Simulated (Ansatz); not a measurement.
**Geometry relaxation of La**

System: La (P6₃/mmc, 2 atoms in the cell).
Method: DFT PBE, scalar-relativistic, plane waves, PAW, no spin polarisation (Ansatz 0.2.0).

The structure derives from an entry of the Crystallography Open Database. Figures and captions count atoms from 1; the log counts them from 0 in places.

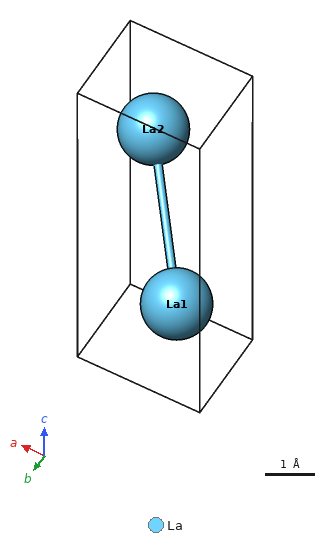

Fig. 1: The structure as given in the input (ball-and-stick view of the cell of the calculation, seen at an oblique angle; atoms are numbered from 1 in the order of the input).

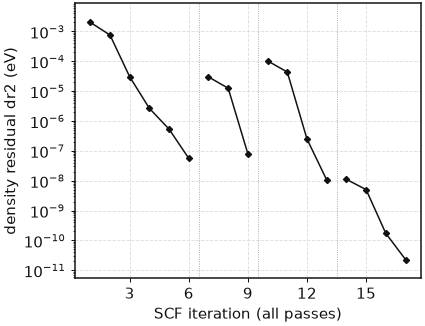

Fig. 2: Convergence of the self-consistent field: density residual dr2 against the SCF iteration. The dotted lines part the SCF passes of the relaxation: geometry steps, rejected trials and re-solves on a re-selected basis. The passes take 6, 3, 4 and 4 iterations.

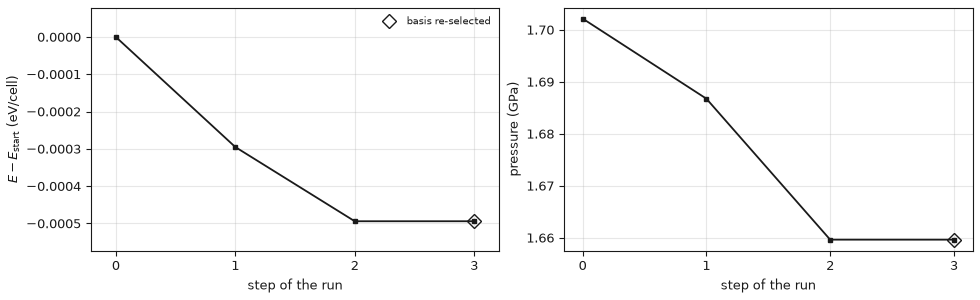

Fig. 3: Progress of the relaxation, step by step (the first geometry is step 0 here and step 1 in the log).

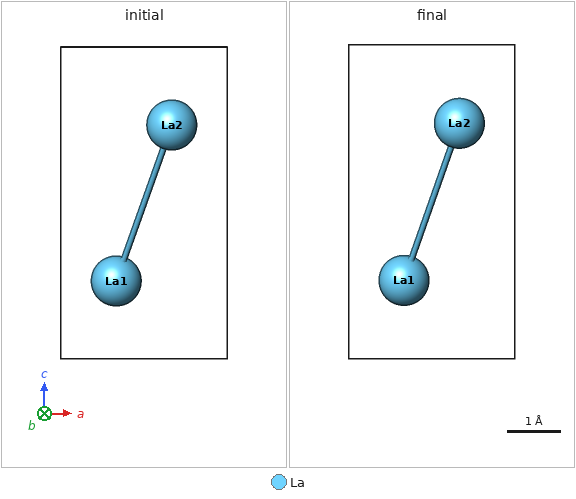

Fig. 4: Before (left) and after (right) the relaxation, at one scale (ball-and-stick view of the cell of the calculation, along the b axis). No atom moves by more than 0.005 Å relative to the cell. The drawn cell changes at constant volume: a = b 3.694 → 3.681 Å (−0.4 %), c 5.985 → 6.029 Å (+0.7 %). Among the contacts that change: La1–La1 3.694 → 3.681 Å, La1–La2 3.675 → 3.688 Å. The space group stays P6_3/mmc (No. 194). The energy falls by 0.5 meV per cell of the calculation in 2 geometry steps. All forces vanish by symmetry, so only the cell relaxes. Pressure: 1.70 GPa at the start and 1.66 GPa at the end. A last SCF at the same geometry on a re-selected plane-wave basis shifts the energy by next to nothing (0.0 meV per cell of the calculation). (Atoms are counted from 1 in the order of the input.)

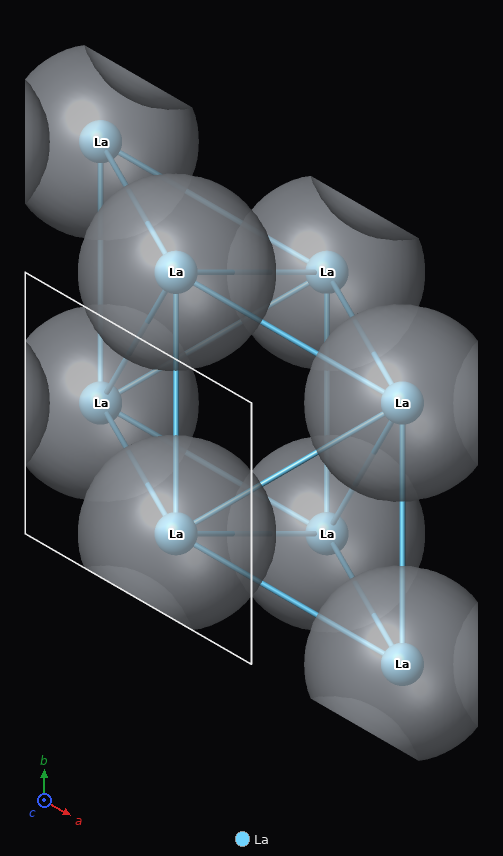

Fig. 5: Isosurface of the valence electron density at 0.2 e/Å³ (grey), seen along the c axis. Sticks mark near contacts. The outline is the cell set on symmetry axes. At this value the density breaks into separate islands; it holds about 75 % of the electrons treated as valence (semicore included). It is pinched off along the La–La (3.68 Å) contacts. On the grid the lowest density along these lines, outside the cores, is 0.1 e/Å³ (La–La, 3.68 Å). Core electrons are frozen (PAW), so the fields are smoothed inside the atomic spheres.

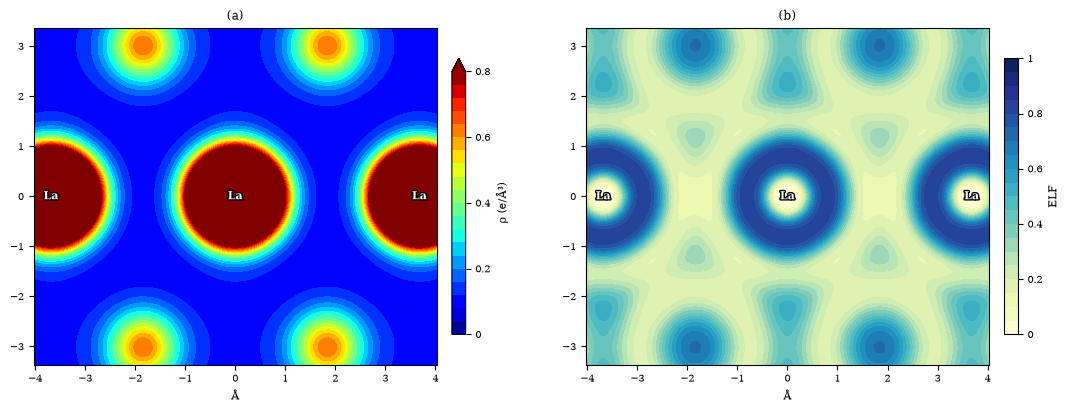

Fig. 6: (a) valence charge density (pseudo); (b) electron localisation function on the (100) plane of the conventional cell. The section cuts through La sites. La–La (3.68 Å): the density is about 0.1 e/Å³ at the midpoint; the ELF is about 0.10 at the midpoint; no shared electron pair. Away from the nuclei the density in this plane falls to 0.09 e/Å³ at its lowest. 5. The strong features right at La lie inside the PAW spheres (semicore, d or f shells) and say nothing about bonding.

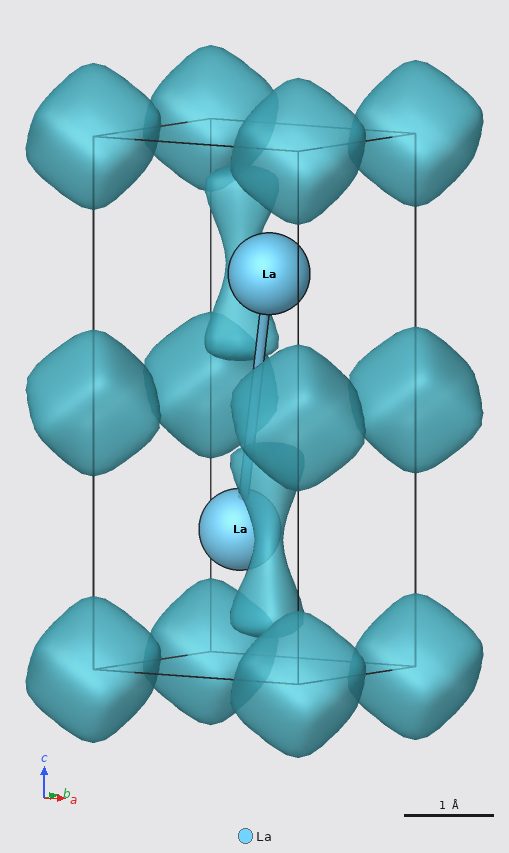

Fig. 7: Isosurface of the electron localisation function at 0.4 (cyan), seen at an oblique angle. Only the valence region is drawn (cores and ρ < 0.01 e/Å³ removed). Sticks mark near contacts. The outline is the cell set on symmetry axes. Along the contacts the grid gives the following. La–La (3.68 Å): the ELF is about 0.10 at the midpoint; no shared electron pair.

The input that produced these results follows, with the program's output.

The input:
```yaml
crystal:
  lattice:
    - [3.6943050629, 0.0, 0.0]
    - [-1.8471525315, 3.1993620338, 0.0]
    - [0.0, 0.0, 5.9851461525]
  atoms:
    - { symbol: La, position: [0.3333333333, 0.6666666667, 0.25] }
    - { symbol: La, position: [0.6666666667, 0.3333333333, 0.75] }
basis:
  ecutwfc: 420
kpoints:
  mp_grid: { grid: [15, 15, 8] }
hamiltonian:
  xc: pbe
scf:
  occupations: { method: gaussian, width: 0.1 }
output:
  forces: true
  stress: true
  eigenvalues: true
  write_density: true
  write_potential: true
  elf: true
  volumetric_format: npy
relax:
  adjacent_minimum: "off"
  f_tol: 0.01
  max_steps: 30
  cell: { stress_tol: 0.1, fix: [volume] }
```

Launch command:
```bash
ansatz run input.yaml --threads 1 --pin off --max-ram 2560MiB --backend cpu --events-out ev --progress --plain --runs-dir out
```

The program's output:
```
Engine: ansatz 0.2.0, aarch64-unknown-linux-gnu
Pseudopotentials: kind: paw
Pseudopotential: La, paw, valence charge 11, recommended cutoff 420 eV (normal), La.paw.azcp
Functional definition: PBE
  parameter kappa = 0.804
  parameter beta = 0.06672455060314922
  exchange = pbe_x(kappa = kappa, mu = beta*pi^2/3)
  correlation = pbe_c(beta = beta)
Crystal: 2 atoms, lattice volume = 70.741 Å³
Basis set: ecut = 420 eV, 1389 PW (Γ), exchange–correlation on 50×50×90 points (8 copies of the dense FFT grid, shifted against one another)
Bands: 15, of which v1, the nominal top of the filled ones, is band 11 counted from 1 (10 counted from 0)
Symmetry: 24 space group operations
Space group: P63/mmc (ITA 194), of the structure as read, at distance tolerance 4.1e-5 Å
k-points: 135 of 1800
Non-local potential: La, projectors of the file, l = 0: 3, l = 1: 2, l = 2: 2, l = 3: 3
PAW form: soft (Blöchl's): semilocal exchange-correlation on the pseudo side does not see the compensation charge
PAW one-centre angular grid: La, 590 points (default); XC on 64 Gauss nodes
Initial density: superposition of atomic densities (neutral atoms: chi_scale 0, normalization atom), corrected by the library's trained network
Initial wavefunctions: pseudopotential atomic-orbital guess
Functional: x = pbe(κ = 0.804, μ = 0.2195149727645171), c = pbe(β = 0.06672455060314922)
SCF iter   1: F=—  HF=-12500.118715 eV  |F-HF|=—  |Δ(HF+E_count)|=         —  Δρ=2.35e-3  dr2=2.01e-3  ethr=1.77e-3  ⟨swp⟩=5.5  Hψ=10550  notcnv=0
preconditioner: auto → Kerker (q_TF=auto, 2.246 Å⁻¹)  [metal: Δε(μ)=0.010 eV  Ē_g=12.218 eV  σ=0.100 eV  W_gap=0.05  n_scr=22 (ndim 8)  ℏωp=18.7 eV  f_vac=0.000  D(μ)=3.75/eV (n_scr^D=34)]
SCF iter   2: F=—  HF=-12500.118537 eV  |F-HF|=—  |Δ(HF+E_count)|=   1.78e-4  Δρ=1.40e-3  dr2=7.59e-4  ethr=9.15e-6  ⟨swp⟩=2.1  Hψ=4497  notcnv=0  defer=3
SCF iter   3: F=—  HF=-12500.119258 eV  |F-HF|=—  |Δ(HF+E_count)|=   7.22e-4  Δρ=2.21e-4  dr2=3.03e-5  ethr=3.45e-6  ⟨swp⟩=2.0  Hψ=3281  notcnv=0  defer=3
SCF iter   4: F=—  HF=-12500.119264 eV  |F-HF|=—  |Δ(HF+E_count)|=   6.03e-6  Δρ=5.63e-5  dr2=2.65e-6  ethr=1.38e-7  ⟨swp⟩=2.1  Hψ=3516  notcnv=0  defer=3
SCF iter   5: F=—  HF=-12500.119264 eV  |F-HF|=—  |Δ(HF+E_count)|=   2.55e-7  Δρ=2.65e-5  dr2=5.33e-7  ethr=1.21e-8  ⟨swp⟩=1.1  Hψ=2040  notcnv=0  defer=3
SCF iter   6: F=-12500.119265 eV  HF=-12500.119265 eV  |F-HF|=5.34e-9  |Δ(HF+E_count)|=   1.12e-7  Δρ=9.07e-6  dr2=5.60e-8  ethr=4.55e-10  ⟨swp⟩=9.8  Hψ=16594  notcnv=0
SCF 1 converged in 6 iterations: F = -12500.119265 eV  dr2 = 5.60e-8
  greatest PAW one-centre occupation: 0.974 electrons in one spin orbital (limit 2), on the La atom at site 1 (counted from 0), in its partial waves of l = 0
relax step   1: F+E_penalty+E_count = -12500.11926460 eV  Δ(F+E_penalty+E_count) = +0.000e0 eV  max|allowed force component| = 2.776e-17 eV/Å  Δτ_max = 0.0000 Å  P = +1.702 GPa  Ω = 70.741 Å³  fix = [volume]  reactions: volume +1.702 GPa  (6 SCF iters, dr2 threshold 1.00e-7 eV, accepted)
Initial density: handed on by an earlier stage of this run
Initial wavefunctions: those handed on with the density
iter 1 solved again at ethr=9.15e-8 eV; its pass at ethr=3.10e-3 eV (dr2=2.01e-5 eV) is discarded
SCF iter   1: F=—  HF=-12500.119558 eV  |F-HF|=—  |Δ(HF+E_count)|=         —  Δρ=1.76e-4  dr2=2.99e-5  ethr=9.15e-8  ⟨swp⟩=3.5  Hψ=18751  notcnv=0
preconditioner: auto → Kerker (q_TF=auto, 2.246 Å⁻¹)  [metal: Δε(μ)=0.003 eV  Ē_g=12.221 eV  σ=0.100 eV  W_gap=0.02  n_scr=22 (ndim 8)  ℏωp=18.7 eV  f_vac=0.000  D(μ)=3.75/eV (n_scr^D=34)]
SCF iter   2: F=—  HF=-12500.119563 eV  |F-HF|=—  |Δ(HF+E_count)|=   4.99e-6  Δρ=1.11e-4  dr2=1.25e-5  ethr=9.15e-8  ⟨swp⟩=1.0  Hψ=2025  notcnv=0
SCF iter   3: F=-12500.119560 eV  HF=-12500.119560 eV  |F-HF|=2.14e-8  |Δ(HF+E_count)|=   3.00e-6  Δρ=1.16e-5  dr2=7.91e-8  ethr=4.96e-10  ⟨swp⟩=10.1  Hψ=19247  notcnv=0
SCF 2 converged in 3 iterations: F = -12500.119560 eV  dr2 = 7.91e-8
relax step   2: F+E_penalty+E_count = -12500.11955999 eV  Δ(F+E_penalty+E_count) = -2.954e-4 eV  max|allowed force component| = 9.252e-18 eV/Å  Δτ_max = 0.0000 Å  P = +1.687 GPa  Ω = 70.741 Å³  energy of the carried Pulay correction = -2.034e-8 eV  fix = [volume]  reactions: volume +1.687 GPa  (3 SCF iters, dr2 threshold 1.09e-7 eV, accepted)
iter 1 solved again at ethr=3.26e-7 eV; its pass at ethr=3.10e-3 eV (dr2=7.17e-5 eV) is discarded
SCF iter   1: F=—  HF=-12500.119776 eV  |F-HF|=—  |Δ(HF+E_count)|=         —  Δρ=3.19e-4  dr2=1.03e-4  ethr=3.26e-7  ⟨swp⟩=3.0  Hψ=18835  notcnv=0
preconditioner: auto → Kerker (q_TF=auto, 2.246 Å⁻¹)  [metal: Δε(μ)=0.003 eV  Ē_g=12.228 eV  σ=0.100 eV  W_gap=0.02  n_scr=22 (ndim 8)  ℏωp=18.7 eV  f_vac=0.000  D(μ)=3.75/eV (n_scr^D=34)]
SCF iter   2: F=—  HF=-12500.119761 eV  |F-HF|=—  |Δ(HF+E_count)|=   1.50e-5  Δρ=2.03e-4  dr2=4.35e-5  ethr=3.26e-7  ⟨swp⟩=1.0  Hψ=2025  notcnv=0
SCF iter   3: F=—  HF=-12500.119759 eV  |F-HF|=—  |Δ(HF+E_count)|=   2.77e-6  Δρ=2.14e-5  dr2=2.48e-7  ethr=1.98e-7  ⟨swp⟩=2.4  Hψ=3070  notcnv=0
SCF iter   4: F=-12500.119759 eV  HF=-12500.119759 eV  |F-HF|=4.06e-9  |Δ(HF+E_count)|=   1.04e-7  Δρ=4.04e-6  dr2=1.06e-8  ethr=2.04e-10  ⟨swp⟩=11.7  Hψ=18665  notcnv=0
SCF 3 converged in 4 iterations: F = -12500.119759 eV  dr2 = 1.06e-8
relax step   3: F+E_penalty+E_count = -12500.11975866 eV  Δ(F+E_penalty+E_count) = -1.987e-4 eV  max|allowed force component| = 1.966e-17 eV/Å  Δτ_max = 0.0000 Å  P = +1.660 GPa  Ω = 70.741 Å³  energy of the carried Pulay correction = -5.668e-8 eV  fix = [volume]  reactions: volume +1.660 GPa  (4 SCF iters, dr2 threshold 4.49e-8 eV, accepted)
Initial wavefunctions: pseudopotential atomic-orbital guess (no wavefunctions were taken with the density)
iter 1 solved again at ethr=1.34e-7 eV; its pass at ethr=3.10e-3 eV (dr2=2.94e-5 eV) is discarded
SCF iter   1: F=—  HF=-12500.119752 eV  |F-HF|=—  |Δ(HF+E_count)|=         —  Δρ=4.54e-6  dr2=1.11e-8  ethr=1.34e-7  ⟨swp⟩=3.5  Hψ=17388  notcnv=0
eigensolver tolerance schedule: the retry pair's looser diagonalisation over-reported the residual by 2655.60 of it (diagonalisation noise at 0.13 of the residual, at the tolerance the schedule requests for it); recorded, not acted on — ethr = c·dr2/N_el stays at c = 1.0e-1
preconditioner: auto → Kerker (q_TF=auto, 2.246 Å⁻¹)  [metal: Δε(μ)=0.002 eV  Ē_g=12.227 eV  σ=0.100 eV  W_gap=0.01  n_scr=22 (ndim 8)  ℏωp=18.7 eV  f_vac=0.000  D(μ)=3.74/eV (n_scr^D=34)]
SCF iter   2: F=—  HF=-12500.119759 eV  |F-HF|=—  |Δ(HF+E_count)|=   6.97e-6  Δρ=2.86e-6  dr2=5.03e-9  ethr=5.04e-11  ⟨swp⟩=2.3  Hψ=3568  notcnv=0
SCF iter   3: F=—  HF=-12500.119759 eV  |F-HF|=—  |Δ(HF+E_count)|=   2.92e-9  Δρ=5.08e-7  dr2=1.72e-10  ethr=2.29e-11  ⟨swp⟩=3.0  Hψ=3557  notcnv=0
SCF iter   4: F=-12500.119759 eV  HF=-12500.119759 eV  |F-HF|=0.00e0  |Δ(HF+E_count)|=  1.46e-11  Δρ=2.18e-7  dr2=2.29e-11  ethr=1.00e-12  ⟨swp⟩=8.0  Hψ=11504  notcnv=0
SCF 4 converged in 4 iterations: F = -12500.119759 eV  dr2 = 2.29e-11
relax step   4: F+E_penalty+E_count = -12500.11975874 eV  Δ(F+E_penalty+E_count) = -7.888e-8 eV  max|allowed force component| = 1.850e-17 eV/Å  Δτ_max = 0.0000 Å  P = +1.660 GPa  Ω = 70.741 Å³  fix = [volume]  reactions: volume +1.660 GPa  stress off target by 5.04e-3 GPa on what of the cell is left free  SCF on the basis re-selected at this cell (its energy is not comparable with the rows above)  (4 SCF iters)
basis re-selected at this cell: Δ(F+E_penalty+E_count) = -7.888e-8 eV, ΔP = -0.000 GPa vs the last step (what re-selecting the basis moved, of the pressure what is left beyond the Pulay correction that the steps carried, after the strain that the cell walked since its last selection, with what the two solves' SCF thresholds leave and, on support functions, any second-order correction that the steps lacked; it is no measure of the basis error at this ecutwfc). This SCF's stress stands 5.04e-3 GPa from its target on what of the cell is left free (relax.cell.stress_tol is 1.00e-1 GPa) and its largest allowed force component is 1.85e-17 eV/Å (relax.f_tol is 1.00e-2 eV/Å): within both
SCF converged after 4 iterations
Free energy (F): -12500.119759 eV
Harris-Foulkes:  -12500.119759 eV  (|F-HF|=0.00e0)
Internal energy: -12500.101066 eV  (E = F + TS)
E sigma→0 (E₀):  -12500.110412 eV
Entropy (-TS):   -0.018693 eV (-9.346 meV/atom)
Fermi energy:    11.639462 eV
--- Per-component energies (eV) ---
  E_band       = -75.379740
  E_kinetic    = 387.757248
  E_local      = -635.445495  (includes V_loc(G=0)·N_el)
  E_nonlocal   = 189.341835
  E_hartree    = 202.237514
  E_xc         = -279.318150
  E_vxc        = -296.059710  (∫ρ·V_xc dr)
  E_paw        = -10831.660457  (= ΣΔE_a)
  E_vpaw       = -125.448596  (= ΣTr[D̂ρ^β])
  E_aug_tail   = -0.000000  (compensation charges beyond the density's cutoff)
  E_ewald      = -1533.013561
  E_smearing   = -0.018693  (= −TS)
  E_closure    = 0.000000  (closes the sum)
  Σ components = -12500.119759   (vs F -12500.119759, Δ=0.00e0)
--- Forces (eV/Å), atoms counted from 1 ---
  atom   1  La    -0.00000000    -0.00000000    -0.00000000
  atom   2  La     0.00000000     0.00000000     0.00000000
  max |Σ_I F_I| component: 5.78e-18 eV/Å
--- Stress (GPa, compression-positive) ---
        1.662159       0.000000       0.000000
        0.000000       1.662159       0.000000
        0.000000       0.000000       1.654595
  P = ⅓ Tr σ = 1.6596 GPa (16.596 kbar)
--- Band table (eV; the first three rows and the last of 135) ---
  k-point 0: bands = ["-21.1342", "-20.8995", "-5.5731", "-4.1959", "-4.1959", "-3.9965", "-3.9965", "-3.9868", "8.4991", "9.8573", "12.6995", "13.0311", "13.0311", "13.1763", "13.2513"]
  k-point 1: bands = ["-21.1255", "-20.9087", "-5.5199", "-4.1885", "-4.1885", "-4.0567", "-4.0042", "-4.0042", "8.6259", "9.8868", "12.6674", "13.0261", "13.0261", "13.0585", "13.1642"]
  k-point 2: bands = ["-21.1009", "-20.9349", "-5.3661", "-4.2505", "-4.1673", "-4.1673", "-4.0262", "-4.0262", "8.9733", "9.9547", "12.4988", "12.9147", "12.9887", "13.0229", "13.0229"]
  k-point 134: bands = ["-20.8368", "-20.8368", "-5.2700", "-5.2700", "-4.9745", "-4.9745", "-4.2687", "-4.2687", "10.9694", "10.9694", "11.4188", "11.4188", "12.7059", "12.7059", "13.1861"]
--- Relaxed structure (3 steps of the walk, 3 accepted, 1 SCFs on fresh bases) ---
  F+E_penalty+E_count = -12500.11975874 eV   max|allowed force component| = 1.850e-17 eV/Å   (the final SCF, on the basis selected at the relaxed cell)
  cell:  # Å, volume = 70.7410 Å³
    - [3.680979855904564, 2.8763406020106994e-11, 3.469368199351978e-33]
    - [-1.8404899279771918, 3.187822066017753, -2.8769138997289066e-33]
    - [5.620725786441075e-33, -2.136804844432144e-33, 6.0285572379431915]
  atoms:
    - { symbol: La, position: [0.3333333333333333, 0.6666666666666665, 0.25] }
    - { symbol: La, position: [0.6666666666666666, 0.33333333333333326, 0.75] }
```

Trajectory as extended XYZ (Å, eV, eV/Å), 4 frames, from step=1 to step=4:
```
2
Lattice="3.6943 0.0000 0.0000 -1.8472 3.1994 0.0000 0.0000 0.0000 5.9851" Properties=species:S:1:pos:R:3:forces:R:3 step=1 energy=-12500.11926 pressure_GPa=1.70
La    0.0000    2.1329    1.4963    0.0000   0.0000   0.0000
La    1.8472    1.0665    4.4889    0.0000   0.0000   0.0000
2
Lattice="3.6895 0.0000 0.0000 -1.8448 3.1952 0.0000 0.0000 0.0000 6.0007" Properties=species:S:1:pos:R:3:forces:R:3 step=2 energy=-12500.11956 pressure_GPa=1.69
La    0.0000    2.1301    1.5002    0.0000   0.0000   0.0000
La    1.8448    1.0651    4.5005    0.0000   0.0000   0.0000
2
Lattice="3.6810 0.0000 0.0000 -1.8405 3.1878 0.0000 0.0000 0.0000 6.0286" Properties=species:S:1:pos:R:3:forces:R:3 step=3 energy=-12500.11976 pressure_GPa=1.66
La    0.0000    2.1252    1.5071    0.0000   0.0000   0.0000
La    1.8405    1.0626    4.5214    0.0000   0.0000   0.0000
2
Lattice="3.6810 0.0000 0.0000 -1.8405 3.1878 0.0000 0.0000 0.0000 6.0286" Properties=species:S:1:pos:R:3:forces:R:3 step=4 energy=-12500.11976 pressure_GPa=1.66
La    0.0000    2.1252    1.5071    0.0000   0.0000   0.0000
La    1.8405    1.0626    4.5214    0.0000   0.0000   0.0000
```

Key numbers:

| quantity | value |
| --- | --- |
| outcome | converged |
| space group (tolerance 0.01 Å) | P6₃/mmc (194) |
| electrons treated | 22 |
| free energy | −12500.1198 eV |
| Fermi energy | 11.639 eV |
| gap on the k-point mesh | none (metallic) |
| pressure | 1.66 GPa |
| final volume | 70.74 Å³ |
| largest force (length of the vector) at the end | under 0.001 eV/Å |
| final cell | a = 3.681 Å, b = 3.681 Å, c = 6.029 Å, α = 90.00°, β = 90.00°, γ = 120.00° |
| hardware | 1 thread of an Arm (aarch64) CPU, shared host |
| wall time | 39 s |
| peak memory | 0.43 GiB |
